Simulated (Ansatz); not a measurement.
## Run report: La$_{5}$O, geometry relaxation (part 2 of 3)

The same run, continued: La$_{5}$O (P-62m, 6 atoms in the cell); DFT PBE, scalar-relativistic, plane waves, PAW, no spin polarisation (Ansatz 0.2.0); cutoff 420 eV, 6×6×8 k-mesh, Gaussian smearing of 0.1 eV. The structure was made by a generator, so it may or may not be a known phase.

Geometry of the input (Å; fractional positions):
```
6.7723  0.0000  0.0000
-3.3862  5.8650  0.0000
0.0000  0.0000  5.5040
La 0.5031  0.0000  0.0000
La 0.6667  0.3333  0.5000
La 0.4969  0.4969  0.0000
La 0.3333  0.6667  0.5000
La -0.0000  0.5031  0.0000
O  0.0000  0.0000  0.5000
```

**Log, continued**
```
relax step  22: F+E_penalty+E_count = -31817.85326895 eV  Δ(F+E_penalty+E_count) = -8.413e-3 eV  max|allowed force component| = 9.144e-3 eV/Å  Δτ_max = 0.0087 Å  P = +0.010 GPa  Ω = 183.807 Å³  energy of the carried Pulay correction = -1.662e-3 eV  (7 SCF iters, dr2 threshold 6.00e-7 eV, accepted)
SCF 23 converged in 6 iterations: F = -31817.853454 eV  dr2 = 1.30e-8
relax step  23: F+E_penalty+E_count = -31817.85345369 eV  Δ(F+E_penalty+E_count) = -1.847e-4 eV  max|allowed force component| = 2.531e-4 eV/Å  Δτ_max = 0.0012 Å  P = -0.002 GPa  Ω = 183.690 Å³  energy of the carried Pulay correction = -1.606e-3 eV  (6 SCF iters, dr2 threshold 1.66e-8 eV, accepted)
iter 1 solved again at ethr=1.43e-7 eV; its pass at ethr=3.10e-3 eV (dr2=8.73e-5 eV) is discarded
SCF iter   1: F=—  HF=-31817.855209 eV  |F-HF|=—  |Δ(HF+E_count)|=         —  Δρ=8.43e-5  dr2=1.73e-6  ethr=1.43e-7  ⟨swp⟩=5.3  Hψ=10821  notcnv=0
preconditioner: auto → Kerker (q_TF=auto, 2.270 Å⁻¹)  [metal: Δε(μ)=0.014 eV  Ē_g=11.784 eV  σ=0.100 eV  W_gap=0.08  n_scr=32 (ndim 8)  ℏωp=19.6 eV  f_vac=0.000  D(μ)=10.81/eV (n_scr^D=104)]
SCF iter   2: F=—  HF=-31817.855403 eV  |F-HF|=—  |Δ(HF+E_count)|=   1.94e-4  Δρ=4.20e-5  dr2=7.19e-7  ethr=2.84e-9  ⟨swp⟩=2.1  Hψ=2190  notcnv=0
SCF iter   3: F=—  HF=-31817.855408 eV  |F-HF|=—  |Δ(HF+E_count)|=   4.72e-6  Δρ=2.01e-5  dr2=8.65e-8  ethr=1.18e-9  ⟨swp⟩=2.0  Hψ=2085  notcnv=0
SCF iter   4: F=—  HF=-31817.855409 eV  |F-HF|=—  |Δ(HF+E_count)|=   1.24e-6  Δρ=9.15e-7  dr2=9.16e-10  ethr=1.42e-10  ⟨swp⟩=2.0  Hψ=2179  notcnv=0
SCF iter   5: F=—  HF=-31817.855409 eV  |F-HF|=—  |Δ(HF+E_count)|=   1.10e-9  Δρ=2.84e-7  dr2=1.57e-10  ethr=1.50e-12  ⟨swp⟩=2.1  Hψ=2394  notcnv=0
SCF iter   6: F=-31817.855409 eV  HF=-31817.855409 eV  |F-HF|=1.09e-11  |Δ(HF+E_count)|=  8.00e-11  Δρ=6.60e-8  dr2=1.51e-11  ethr=1.00e-12  ⟨swp⟩=7.9  Hψ=6701  notcnv=0
SCF 24 converged in 6 iterations: F = -31817.855409 eV  dr2 = 1.51e-11
relax step  24: F+E_penalty+E_count = -31817.85540928 eV  Δ(F+E_penalty+E_count) = -1.956e-3 eV  max|allowed force component| = 3.241e-4 eV/Å  Δτ_max = 0.0000 Å  P = +0.016 GPa  Ω = 183.690 Å³  stress off target by 2.05e-2 GPa  SCF on the basis re-selected at this cell (its energy is not comparable with the rows above)  (6 SCF iters)
```

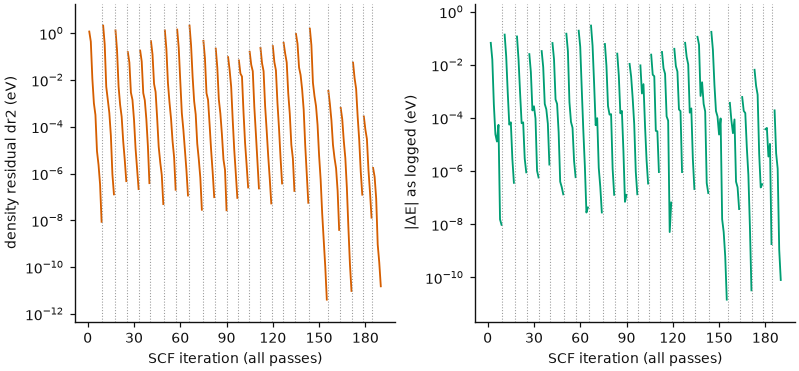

*Convergence of the self-consistent field: density residual dr2 and size of the energy change against the SCF iteration. The dotted lines part the SCF passes of the relaxation: geometry steps, rejected trials and re-solves on a re-selected basis.*

The 24 passes take 6 to 12 iterations each, 190 in all.

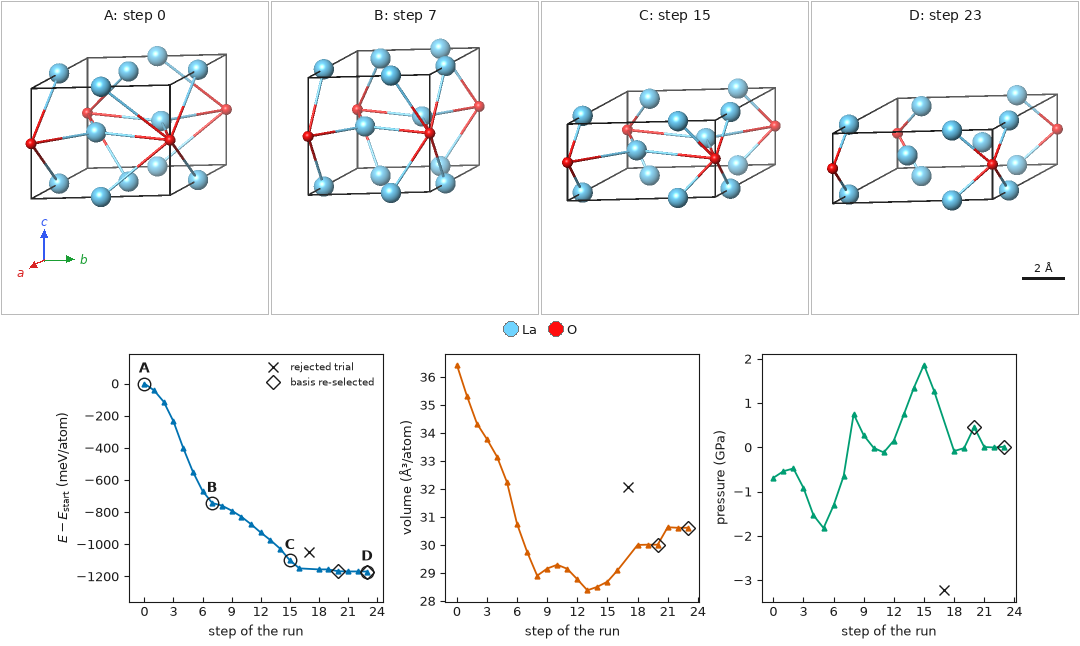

*Frames of the relaxation (ball-and-stick view of the cell of the calculation, seen slightly off an axis) above the curves, on which the letters mark them (the first geometry is step 0 here and step 1 in the log).*

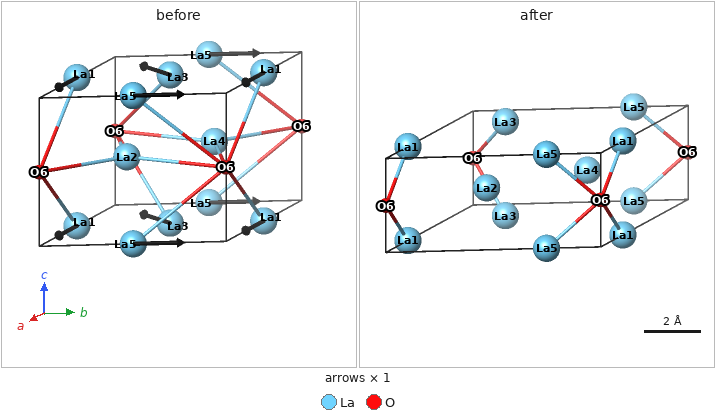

*Before (left) and after (right) the relaxation, at one scale (ball-and-stick view of the cell of the calculation, seen slightly off an axis). The black arrows give the displacements (without the part carried along by the change of the cell), at true length.*

The largest moves relative to the cell, 1.90 Å, are those of La1, La3 and La5. O stays in place. The volume changes by −16.0 %, with a = b 6.772 → 7.797 Å (+15.1 %), c 5.504 → 3.489 Å (−36.6 %). Among the contacts that change: La1–O6 4.347 → 2.632 Å, La2–O6 3.910 → 4.501 Å. New bonds form: La1–O6 (4.35 → 2.63 Å), La3–O6 (4.35 → 2.63 Å), La5–O6 (4.35 → 2.63 Å). Among the angles that change: O6–La3–O6 78.6° → 83.1°, La1–O6–La1 78.6° → 83.1°, La1–O6–La3 84.2° → 80.8°. The space group stays P-62m (No. 189). Over 21 geometry steps the energy falls by 1169 meV per atom. The largest force component goes from 0.059 to 0.00032 eV/Å. Pressure: −0.69 GPa at the start and 0.02 GPa at the end. The line search rejected the trial step at point 17 (counted from 0) and went back. The basis was re-selected once at an unchanged geometry, which shifts the energy a little without any move. The energy change given includes the shifts at the re-selections in mid-walk, which come without any move. A last SCF at the same geometry on a re-selected plane-wave basis shifts the energy by −0.3 meV per atom. (Atoms are counted from 1 in the order of the input.)

```
basis re-selected at this cell: Δ(F+E_penalty+E_count) = -1.956e-3 eV, ΔP = +0.018 GPa vs the last step (what re-selecting the basis moved, of the pressure what is left beyond the Pulay correction that the steps carried, after the strain that the cell walked since its last selection, with what the two solves' SCF thresholds leave and, on support functions, any second-order correction that the steps lacked; it is no measure of the basis error at this ecutwfc). This SCF's stress stands 2.05e-2 GPa from its target on what of the cell is left free (relax.cell.stress_tol is 5.00e-2 GPa) and its largest allowed force component is 3.24e-4 eV/Å (relax.f_tol is 1.00e-2 eV/Å): within both
SCF converged after 6 iterations
Free energy (F): -31817.855409 eV
Harris-Foulkes:  -31817.855409 eV  (|F-HF|=1.09e-11)
Internal energy: -31817.801356 eV  (E = F + TS)
E sigma→0 (E₀):  -31817.828383 eV
Entropy (-TS):   -0.054053 eV (-9.009 meV/atom)
Fermi energy:    11.514530 eV
--- Per-component energies (eV) ---
  E_band       = -192.338419
  E_kinetic    = 1147.754115
  E_local      = -2258.298123  (includes V_loc(G=0)·N_el)
  E_nonlocal   = 525.306500
  E_hartree    = 789.897348
  E_xc         = -772.777401
  E_vxc        = -835.525484  (∫ρ·V_xc dr)
  E_paw        = -27239.639943  (= ΣΔE_a)
  E_vpaw       = -351.372621  (= ΣTr[D̂ρ^β])
  E_aug_tail   = 0.002376  (compensation charges beyond the density's cutoff)
  E_ewald      = -4010.046228
  E_smearing   = -0.054053  (= −TS)
  E_closure    = 0.000000  (closes the sum)
  Σ components = -31817.855409   (vs F -31817.855409, Δ=0.00e0)
--- Forces (eV/Å), atoms counted from 1 ---
  atom   1  La    -0.00032408    -0.00000000     0.00000000
  atom   2  La    -0.00000000     0.00000000    -0.00000000
  atom   3  La     0.00016204     0.00028066    -0.00000000
  atom   4  La    -0.00000000     0.00000000    -0.00000000
  atom   5  La     0.00016204    -0.00028066     0.00000000
  atom   6  O     -0.00000000    -0.00000000     0.00000000
  max |Σ_I F_I| component: 5.55e-17 eV/Å
--- Stress (GPa, compression-positive) ---
        0.020468      -0.000000       0.000000
       -0.000000       0.020468       0.000000
        0.000000       0.000000       0.007338
  P = ⅓ Tr σ = 0.0161 GPa (0.161 kbar)
--- Band table (eV; the first three rows and the last of 35) ---
  k-point 0: bands = ["-21.4903", "-21.2346", "-21.2346", "-21.0867", "-20.9920", "-7.9902", "-5.9216", "-5.9216", "-5.3327", "-5.3327", "-4.8517", "-4.6670", "-4.4770", "-4.3910", "-4.3910", "-4.3150", "-4.3150", "-4.2696", "-4.2696", "-4.1534", "-3.9757", "6.9751", "7.0654", "7.0654", "8.9861", "9.8059", "10.3947", "10.3947", "10.4944", "11.1432", "11.1432", "11.6633", "12.3277", "12.3277", "12.5149", "12.8800", "12.8800"]
  k-point 1: bands = ["-21.4568", "-21.2133", "-21.2133", "-21.0654", "-20.9823", "-7.9563", "-5.8537", "-5.8537", "-5.3068", "-5.3068", "-5.0078", "-4.9452", "-4.6248", "-4.6099", "-4.6099", "-4.3916", "-4.3916", "-4.2461", "-4.1979", "-4.1979", "-3.9432", "6.8691", "7.1311", "7.1311", "9.3400", "10.2956", "10.5228", "10.5228", "11.0517", "11.3466", "11.3466", "11.8931", "11.9184", "11.9184", "12.6389", "12.6389", "12.7004"]
  k-point 2: bands = ["-21.3709", "-21.1613", "-21.1613", "-21.0135", "-20.9623", "-7.8951", "-5.6802", "-5.6802", "-5.5408", "-5.3891", "-5.3891", "-5.2783", "-4.9818", "-4.8653", "-4.8653", "-4.4806", "-4.4806", "-4.3276", "-4.2213", "-4.2213", "-4.0886", "6.7615", "7.1490", "7.1490", "10.0860", "10.8107", "10.8107", "11.3131", "11.3131", "11.3986", "11.6159", "11.6159", "12.1474", "12.1870", "12.1870", "12.2916", "12.4087"]
  k-point 34: bands = ["-21.2276", "-21.0872", "-21.0872", "-20.9442", "-20.9442", "-7.9137", "-5.8638", "-5.8638", "-5.8236", "-5.8236", "-5.7078", "-5.3098", "-4.9852", "-4.9852", "-4.7220", "-4.7116", "-4.5874", "-4.5874", "-4.3696", "-4.3696", "-4.1924", "6.7550", "6.9359", "6.9359", "10.1356", "10.5940", "10.5940", "10.6425", "10.6425", "11.1967", "11.4428", "11.8252", "12.0508", "12.0508", "12.4532", "12.4532", "12.9205"]
--- Relaxed structure (22 steps of the walk, 21 accepted, 2 SCFs on fresh bases) ---
  F+E_penalty+E_count = -31817.85540928 eV   max|allowed force component| = 3.241e-4 eV/Å   (the final SCF, on the basis selected at the relaxed cell)
  cell:  # Å, volume = 183.6898 Å³
    - [7.7966179823420765, 3.323352993171612e-9, -2.6916097445606936e-17]
    - [-3.898308994049146, 6.752069234649136, 1.3458048732739492e-17]
    - [-2.1875008868033728e-17, -6.0721225323417855e-33, 3.489328906538662]
  atoms:
    - { symbol: La, position: [0.7473250909563228, 1.3917203687785645e-17, 5.559410981192538e-18] }
    - { symbol: La, position: [0.6666666666666667, 0.33333333333333337, 0.5] }
    - { symbol: La, position: [0.2526749090436773, 0.2526749090436774, -2.779705488544022e-18] }
    - { symbol: La, position: [0.33333333333333337, 0.6666666666666667, 0.5] }
    - { symbol: La, position: [2.880467344175337e-37, 0.747325090956323, -2.779705492648516e-18] }
    - { symbol: O, position: [3.562402950983999e-18, 2.594187104132972e-18, 0.5] }
```

**Trajectory as extended XYZ (Å, eV, eV/Å), 24 frames, from step=1 to step=24**
```
6
Lattice="6.7723 0.0000 0.0000 -3.3862 5.8650 0.0000 0.0000 0.0000 5.5040" Properties=species:S:1:pos:R:3:forces:R:3 step=1 energy=-31810.83938 pressure_GPa=-0.69
La    3.4075    0.0000    0.0000    0.0586   0.0000   0.0000
La    3.3862    1.9550    2.7520    0.0000   0.0000   0.0000
La    1.6824    2.9141    0.0000   -0.0293  -0.0508   0.0000
La    0.0000    3.9100    2.7520    0.0000   0.0000   0.0000
La   -1.7037    2.9510    0.0000   -0.0293   0.0508   0.0000
O     0.0000    0.0000    2.7520    0.0000   0.0000   0.0000
6
Lattice="6.5634 0.0000 0.0000 -3.2817 5.6841 0.0000 0.0000 0.0000 5.6817" Properties=species:S:1:pos:R:3:forces:R:3 step=2 energy=-31811.09271 pressure_GPa=-0.54
La    3.3483    0.0000    0.0000    0.2114   0.0000   0.0000
La    3.2817    1.8947    2.8409    0.0000   0.0000   0.0000
La    1.6076    2.7844    0.0000   -0.1057  -0.1831   0.0000
La    0.0000    3.7894    2.8409    0.0000   0.0000   0.0000
La   -1.6741    2.8997    0.0000   -0.1057   0.1831   0.0000
O     0.0000    0.0000    2.8409    0.0000   0.0000   0.0000
6
Lattice="6.3739 0.0000 0.0000 -3.1869 5.5199 0.0000 0.0000 0.0000 5.8559" Properties=species:S:1:pos:R:3:forces:R:3 step=3 energy=-31811.52067 pressure_GPa=-0.47
La    3.4158    0.0000    0.0000    0.8203   0.0000   0.0000
La    3.1869    1.8400    2.9279    0.0000   0.0000   0.0000
La    1.4791    2.5618    0.0000   -0.4102  -0.7104   0.0000
La    0.0000    3.6800    2.9279    0.0000   0.0000   0.0000
La   -1.7079    2.9581    0.0000   -0.4102   0.7104   0.0000
O     0.0000    0.0000    2.9279    0.0000   0.0000   0.0000
6
Lattice="6.2959 0.0000 0.0000 -3.1479 5.4524 0.0000 0.0000 0.0000 5.9042" Properties=species:S:1:pos:R:3:forces:R:3 step=4 energy=-31812.24984 pressure_GPa=-0.91
La    3.5549    0.0000    0.0000    1.5704   0.0000   0.0000
La    3.1479    1.8175    2.9521    0.0000   0.0000   0.0000
La    1.3705    2.3737    0.0000   -0.7852  -1.3600   0.0000
La    0.0000    3.6349    2.9521    0.0000   0.0000   0.0000
La   -1.7774    3.0786    0.0000   -0.7852   1.3600   0.0000
O     0.0000    0.0000    2.9521    0.0000   0.0000   0.0000
6
Lattice="6.2208 0.0000 0.0000 -3.1104 5.3874 0.0000 0.0000 0.0000 5.9357" Properties=species:S:1:pos:R:3:forces:R:3 step=5 energy=-31813.23690 pressure_GPa=-1.53
La    3.6917    0.0000    0.0000    1.6289   0.0000   0.0000
La    3.1104    1.7958    2.9678    0.0000   0.0000   0.0000
La    1.2646    2.1903    0.0000   -0.8145  -1.4107   0.0000
La    0.0000    3.5916    2.9678    0.0000   0.0000   0.0000
La   -1.8459    3.1971    0.0000   -0.8145   1.4107   0.0000
O     0.0000    0.0000    2.9678    0.0000   0.0000   0.0000
6
Lattice="6.1220 0.0000 0.0000 -3.0610 5.3018 0.0000 0.0000 0.0000 5.9589" Properties=species:S:1:pos:R:3:forces:R:3 step=6 energy=-31814.12519 pressure_GPa=-1.82
La    3.8095    0.0000    0.0000    1.2543   0.0000   0.0000
La    3.0610    1.7673    2.9794    0.0000   0.0000   0.0000
La    1.1563    2.0027    0.0000   -0.6272  -1.0863   0.0000
La    0.0000    3.5346    2.9794    0.0000   0.0000   0.0000
La   -1.9048    3.2991    0.0000   -0.6272   1.0863   0.0000
O     0.0000    0.0000    2.9794    0.0000   0.0000   0.0000
6
Lattice="5.9930 0.0000 0.0000 -2.9965 5.1901 0.0000 0.0000 0.0000 5.9316" Properties=species:S:1:pos:R:3:forces:R:3 step=7 energy=-31814.84633 pressure_GPa=-1.31
La    3.9061    0.0000    0.0000    0.9956   0.0000   0.0000
La    2.9965    1.7300    2.9658    0.0000   0.0000   0.0000
La    1.0434    1.8073    0.0000   -0.4978  -0.8622   0.0000
La    0.0000    3.4601    2.9658    0.0000   0.0000   0.0000
La   -1.9530    3.3828    0.0000   -0.4978   0.8622   0.0000
O     0.0000    0.0000    2.9658    0.0000   0.0000   0.0000
```
